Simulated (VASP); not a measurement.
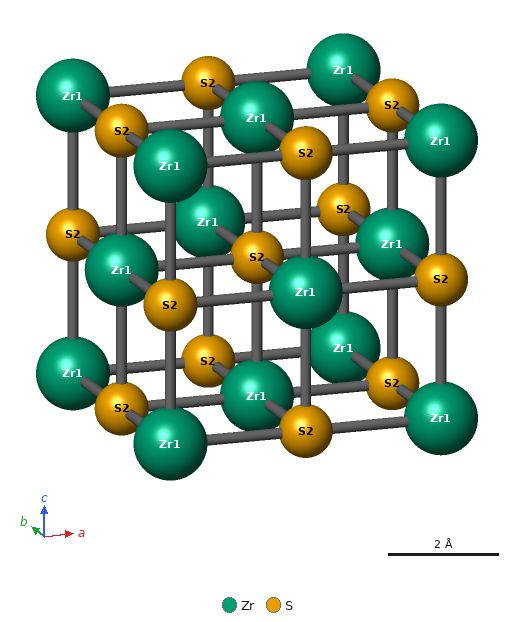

The structure as given in the input (ball-and-stick view of the cell 4 times as large as that of the calculation, set on its symmetry axes, seen slightly off an axis; atoms are numbered from 1 in the order of the input). Near neighbours in the crystal (not all of them lie inside the picture): Zr has 6 S at 2.62 Å; S has 6 Zr at 2.62 Å.

# Geometry relaxation, with input and output: ZrS (part 1 of 2)

ZrS (Fm-3m, 2 atoms in the cell), computed with Kohn-Sham DFT of a periodic cell, BLYP, VASP PAW PBE potentials, recommended, no spin polarisation (VASP 6.6.1).

The structure derives from an entry of the Crystallography Open Database. It belongs to a series of runs on one base structure; here: dispersion = none.

### OSZICAR
```
N       E                     dE             d eps       ncg     rms          rms(c)
DAV:   1     0.149676252763E+03    0.14968E+03   -0.10645E+04   910   0.151E+03
DAV:   2    -0.690167077815E+01   -0.15658E+03   -0.15120E+03  1080   0.349E+02
DAV:   3    -0.143331212205E+02   -0.74315E+01   -0.72875E+01  1425   0.695E+01
DAV:   4    -0.146379716290E+02   -0.30485E+00   -0.30425E+00  1265   0.121E+01
DAV:   5    -0.146430074696E+02   -0.50358E-02   -0.50342E-02  1332   0.145E+00    0.142E+01
RMM:   6    -0.135768882888E+02    0.10661E+01   -0.27087E+00   961   0.977E+00    0.659E+00
RMM:   7    -0.136070330552E+02   -0.30145E-01   -0.12252E+00  1059   0.555E+00    0.319E+00
RMM:   8    -0.136684969516E+02   -0.61464E-01   -0.56293E-01   961   0.516E+00    0.201E+00
RMM:   9    -0.135948758403E+02    0.73621E-01   -0.18450E-01   999   0.311E+00    0.412E-01
RMM:  10    -0.136011498931E+02   -0.62741E-02   -0.65772E-02  1164   0.117E+00    0.270E-01
RMM:  11    -0.136048124372E+02   -0.36625E-02   -0.28387E-02  1171   0.774E-01    0.475E-01
RMM:  12    -0.136058884546E+02   -0.10760E-02   -0.76987E-03  1251   0.401E-01    0.544E-01
RMM:  13    -0.136043783178E+02    0.15101E-02   -0.16177E-02  1109   0.799E-01    0.394E-01
RMM:  14    -0.136041641542E+02    0.21416E-03   -0.94955E-04  1093   0.292E-01    0.267E-01
RMM:  15    -0.136048035374E+02   -0.63938E-03   -0.11668E-03  1052   0.242E-01    0.290E-01
RMM:  16    -0.136047458756E+02    0.57662E-04   -0.18628E-04  1124   0.116E-01    0.301E-01
RMM:  17    -0.136047738117E+02   -0.27936E-04   -0.68169E-05  1214   0.491E-02    0.306E-01
RMM:  18    -0.136045320053E+02    0.24181E-03   -0.78780E-05  1059   0.495E-02    0.270E-01
RMM:  19    -0.136042357392E+02    0.29627E-03   -0.26429E-04  1207   0.991E-02    0.248E-01
RMM:  20    -0.136039169168E+02    0.31882E-03   -0.72508E-04  1289   0.136E-01    0.362E-01
RMM:  21    -0.136040517286E+02   -0.13481E-03   -0.14395E-03  1442   0.202E-01    0.553E-01
RMM:  22    -0.136044152354E+02   -0.36351E-03   -0.62546E-04  1324   0.137E-01    0.677E-01
RMM:  23    -0.136045079033E+02   -0.92668E-04   -0.14083E-04  1217   0.594E-02    0.713E-01
RMM:  24    -0.136044580323E+02    0.49871E-04   -0.29651E-05   999   0.283E-02    0.666E-01
RMM:  25    -0.136041005340E+02    0.35750E-03   -0.22654E-04  1413   0.111E-01    0.482E-01
RMM:  26    -0.136038743312E+02    0.22620E-03   -0.31769E-04  1444   0.123E-01    0.290E-01
RMM:  27    -0.136038271873E+02    0.47144E-04   -0.89495E-05  1225   0.557E-02    0.186E-01
RMM:  28    -0.136038083858E+02    0.18801E-04   -0.60930E-05  1164   0.509E-02    0.787E-02
RMM:  29    -0.136038070312E+02    0.13547E-05   -0.26727E-05  1060   0.326E-02    0.118E-02
RMM:  30    -0.136038075968E+02   -0.56567E-06   -0.52722E-06   808   0.120E-02
   1 F= -.13603808E+02 E0= -.13597445E+02  d E =-.136038E+02
       N       E                     dE             d eps       ncg     rms          rms(c)
DAV:   1    -0.145621697297E+02   -0.95836E+00   -0.30234E+01  1040   0.573E+01    0.860E+00
RMM:   2    -0.137212186167E+02    0.84095E+00   -0.22369E+00   928   0.157E+01    0.315E+00
RMM:   3    -0.135746417855E+02    0.14658E+00   -0.11437E+00   973   0.859E+00    0.144E+00
RMM:   4    -0.135922810012E+02   -0.17639E-01   -0.14089E-01  1075   0.281E+00    0.655E-01
RMM:   5    -0.135987540631E+02   -0.64731E-02   -0.49075E-02  1159   0.138E+00    0.745E-01
RMM:   6    -0.136010552675E+02   -0.23012E-02   -0.11304E-02  1126   0.710E-01    0.279E-01
RMM:   7    -0.136029310982E+02   -0.18758E-02   -0.80620E-03  1177   0.500E-01    0.193E-01
RMM:   8    -0.136033999833E+02   -0.46889E-03   -0.35079E-03  1235   0.274E-01    0.197E-01
RMM:   9    -0.136035894645E+02   -0.18948E-03   -0.11585E-03  1229   0.205E-01    0.883E-02
RMM:  10    -0.136036222379E+02   -0.32773E-04   -0.58050E-04  1176   0.146E-01    0.127E-02
RMM:  11    -0.136036495412E+02   -0.27303E-04   -0.26511E-04  1191   0.828E-02    0.908E-03
RMM:  12    -0.136036627834E+02   -0.13242E-04   -0.12054E-04  1141   0.487E-02    0.104E-02
RMM:  13    -0.136036688638E+02   -0.60804E-05   -0.55276E-05  1131   0.381E-02    0.557E-03
RMM:  14    -0.136036721188E+02   -0.32550E-05   -0.34303E-05   988   0.246E-02    0.954E-04
RMM:  15    -0.136036739829E+02   -0.18642E-05   -0.18591E-05   880   0.163E-02    0.269E-03
RMM:  16    -0.136036752252E+02   -0.12423E-05   -0.12003E-05   769   0.129E-02    0.296E-03
RMM:  17    -0.136036760274E+02   -0.80215E-06   -0.85839E-06   783   0.114E-02
   2 F= -.13603676E+02 E0= -.13596284E+02  d E =0.131569E-03
       N       E                     dE             d eps       ncg     rms          rms(c)
DAV:   1    -0.139045561444E+02   -0.30088E+00   -0.81440E+00  1015   0.289E+01    0.521E+00
RMM:   2    -0.136583310794E+02    0.24623E+00   -0.54219E-01   922   0.757E+00    0.165E+00
RMM:   3    -0.136178218000E+02    0.40509E-01   -0.33241E-01  1005   0.455E+00    0.105E+00
RMM:   4    -0.136264546217E+02   -0.86328E-02   -0.66356E-02  1106   0.185E+00    0.402E-01
RMM:   5    -0.136302129490E+02   -0.37583E-02   -0.32999E-02  1135   0.111E+00    0.514E-01
RMM:   6    -0.136307519201E+02   -0.53897E-03   -0.63663E-03  1178   0.526E-01    0.394E-01
RMM:   7    -0.136309352804E+02   -0.18336E-03   -0.20141E-03  1118   0.337E-01    0.286E-01
RMM:   8    -0.136319230557E+02   -0.98778E-03   -0.34577E-03  1109   0.524E-01    0.328E-01
RMM:   9    -0.136315260268E+02    0.39703E-03   -0.32469E-03  1119   0.516E-01    0.944E-02
RMM:  10    -0.136315978198E+02   -0.71793E-04   -0.65484E-04  1206   0.164E-01    0.114E-01
RMM:  11    -0.136315998356E+02   -0.20158E-05   -0.16721E-04  1242   0.691E-02    0.123E-01
RMM:  12    -0.136315886004E+02    0.11235E-04   -0.45237E-04  1236   0.210E-01    0.573E-02
RMM:  13    -0.136315669819E+02    0.21618E-04   -0.38391E-05  1066   0.595E-02    0.261E-02
RMM:  14    -0.136315715021E+02   -0.45201E-05   -0.14701E-05   959   0.247E-02    0.330E-02
RMM:  15    -0.136315668852E+02    0.46169E-05   -0.85422E-06   936   0.192E-02    0.261E-02
RMM:  16    -0.136315648403E+02    0.20449E-05   -0.51823E-06   894   0.135E-02    0.215E-02
RMM:  17    -0.136315643204E+02    0.51988E-06   -0.18084E-06   712   0.907E-03
   3 F= -.13631564E+02 E0= -.13624728E+02  d E =-.277567E-01
       N       E                     dE             d eps       ncg     rms          rms(c)
DAV:   1    -0.136316694482E+02   -0.10461E-03   -0.28031E-03  1150   0.545E-01    0.996E-02
RMM:   2    -0.136315695594E+02    0.99889E-04   -0.21581E-04   925   0.150E-01    0.331E-02
RMM:   3    -0.136315523996E+02    0.17160E-04   -0.12358E-04   990   0.883E-02    0.200E-02
RMM:   4    -0.136315564206E+02   -0.40210E-05   -0.29125E-05  1088   0.371E-02    0.772E-03
RMM:   5    -0.136315578465E+02   -0.14259E-05   -0.11668E-05   926   0.197E-02    0.888E-03
RMM:   6    -0.136315580339E+02   -0.18738E-06   -0.15586E-06   687   0.899E-03
   4 F= -.13631558E+02 E0= -.13624729E+02  d E =-.277504E-01
```

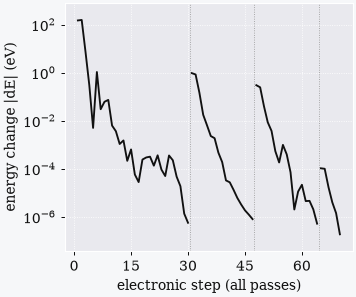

Convergence of the self-consistent field: energy change |dE| against the electronic step. Each stretch between dotted lines is the SCF of one geometry step of a relaxation. The 4 ionic steps take 6 to 30 electronic steps each. The density is held fixed in the first few steps, and dE rises again when its update begins.

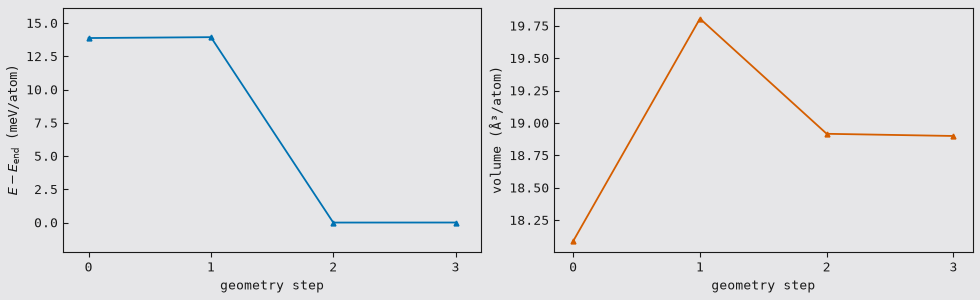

Progress of the relaxation, step by step (steps are counted from 0).

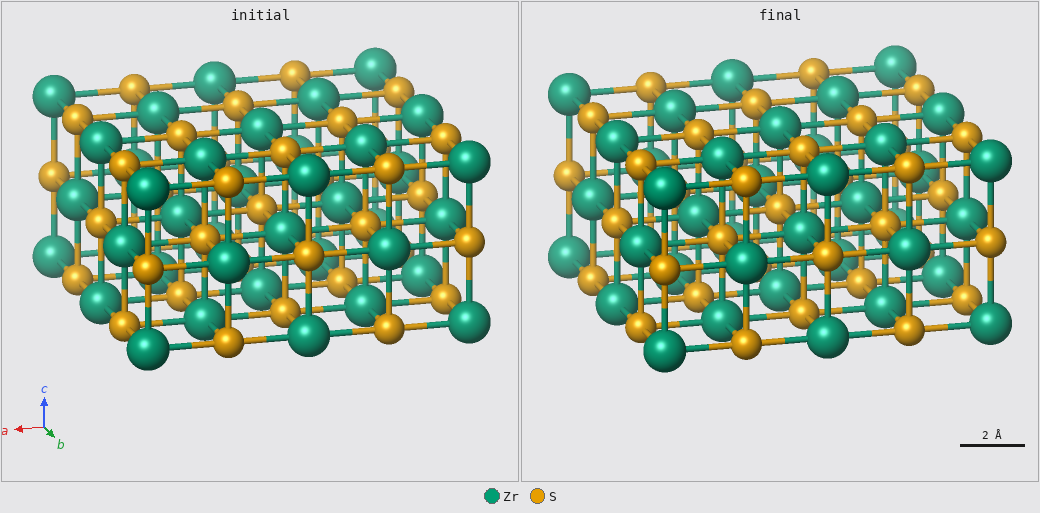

Before (left) and after (right) the relaxation, at one scale (ball-and-stick view of the cell 4 times as large as that of the calculation, set on its symmetry axes, repeated 2 × 2 × 1, seen at an oblique angle). No atom moves by more than 0.005 Å relative to the cell. The volume changes by +4.5 %, with a = b = c 5.250 → 5.327 Å (+1.5 %). Distances before and after: Zr1–S2 2.625 → 2.664 Å. The space group stays Fm-3m (No. 225). The energy falls by 13.9 meV per atom in 3 geometry steps. All forces vanish by symmetry, so only the cell relaxes. (Atoms are counted from 1 in the order of the input.)

### Parts of OUTCAR
```
PREC = Accurate
   ENCUT = 600
   EDIFF = 1E-6
   ISMEAR = -1
   LREAL = False
   LASPH = True
   NELM = 60
   ISIF = 3
   GGA = B5
   IBRION = 2
   NSW = 60
   EDIFFG = -0.01

 ion  position               nearest neighbor table
   1  0.000  0.000  0.000-   2 2.62   2 2.62   2 2.62   2 2.62   2 2.62   2 2.62
   2  0.500  0.500  0.500-   1 2.62   1 2.62   1 2.62   1 2.62   1 2.62   1 2.62

  LATTYP: Found a face centered cubic cell.
 ALAT       =     5.2500000000

  Lattice vectors:

 A1 = (   0.0000000000,   2.6250000000,   2.6250000000)
 A2 = (   2.6250000000,   0.0000000000,   2.6250000000)
 A3 = (   2.6250000000,   2.6250000000,   0.0000000000)

Analysis of symmetry for initial positions (statically):
=====================================================================
 Subroutine PRICEL returns:
 Original cell was already a primitive cell.

 Routine SETGRP: Setting up the symmetry group for a
 face centered cubic supercell.

 Subroutine GETGRP returns: Found 48 space group operations
 (whereof 48 operations were pure point group operations)
 out of a pool of 48 trial point group operations.

The static configuration has the point symmetry O_h .

Analysis of symmetry for dynamics (positions and initial velocities):
=====================================================================
 Subroutine PRICEL returns:
 Original cell was already a primitive cell.

 Routine SETGRP: Setting up the symmetry group for a
 face centered cubic supercell.

 Subroutine GETGRP returns: Found 48 space group operations
 (whereof 48 operations were pure point group operations)
 out of a pool of 48 trial point group operations.

The dynamic configuration has the point symmetry O_h .

 Subroutine INISYM returns: Found 48 space group operations
 (whereof 48 operations are pure point group operations),
 and found     1 'primitive' translations

----------------------------------------------------------------------------------------

                                     Primitive cell

  volume of cell :      36.1758

  direct lattice vectors                    reciprocal lattice vectors
     0.000000000  2.625000000  2.625000000    -0.190476190  0.190476190  0.190476190
     2.625000000  0.000000000  2.625000000     0.190476190 -0.190476190  0.190476190
     2.625000000  2.625000000  0.000000000     0.190476190  0.190476190 -0.190476190

  length of vectors
     3.712310601  3.712310601  3.712310601     0.329914440  0.329914440  0.329914440

  position of ions in fractional coordinates (direct lattice)
     0.000000000  0.000000000  0.000000000
     0.500000000  0.500000000  0.500000000

  ion indices of the primitive-cell ions
   primitive index   ion index
                 1           1
                 2           2

----------------------------------------------------------------------------------------

 KPOINTS: regular mesh

Automatic generation of k-mesh.
 Grid dimensions read from file:
 generate k-points for:    9    9    9

 Generating k-lattice:

  Cartesian coordinates                     Fractional coordinates (reciprocal lattice)
    -0.021164021  0.021164021  0.021164021     0.111111111  0.000000000  0.000000000
     0.021164021 -0.021164021  0.021164021     0.000000000  0.111111111  0.000000000
     0.021164021  0.021164021 -0.021164021     0.000000000  0.000000000  0.111111111

  Length of vectors
     0.036657160  0.036657160  0.036657160

  Shift w.r.t. Gamma in fractional coordinates (k-lattice)
     0.000000000  0.000000000  0.000000000

 Subroutine IBZKPT returns following result:
 ===========================================

 Found     35 irreducible k-points:

 Following reciprocal coordinates:
            Coordinates               Weight
  0.000000  0.000000  0.000000      1.000000
  0.111111  0.000000  0.000000      8.000000
  0.222222  0.000000  0.000000      8.000000
  0.333333  0.000000  0.000000      8.000000
  0.444444  0.000000  0.000000      8.000000
  0.111111  0.111111  0.000000      6.000000
  0.222222  0.111111  0.000000     24.000000
  0.333333  0.111111  0.000000     24.000000
  0.444444  0.111111  0.000000     24.000000
 -0.444444  0.111111  0.000000     24.000000
 -0.333333  0.111111  0.000000     24.000000
 -0.222222  0.111111  0.000000     24.000000
 -0.111111  0.111111  0.000000     12.000000
  0.222222  0.222222  0.000000      6.000000
  0.333333  0.222222  0.000000     24.000000
  0.444444  0.222222  0.000000     24.000000
 -0.444444  0.222222  0.000000     24.000000
 -0.333333  0.222222  0.000000     24.000000
 -0.222222  0.222222  0.000000     12.000000
  0.333333  0.333333  0.000000      6.000000
  0.444444  0.333333  0.000000     24.000000
 -0.444444  0.333333  0.000000     24.000000
 -0.333333  0.333333  0.000000     12.000000
  0.444444  0.444444  0.000000      6.000000
 [... further k-points ...]
```
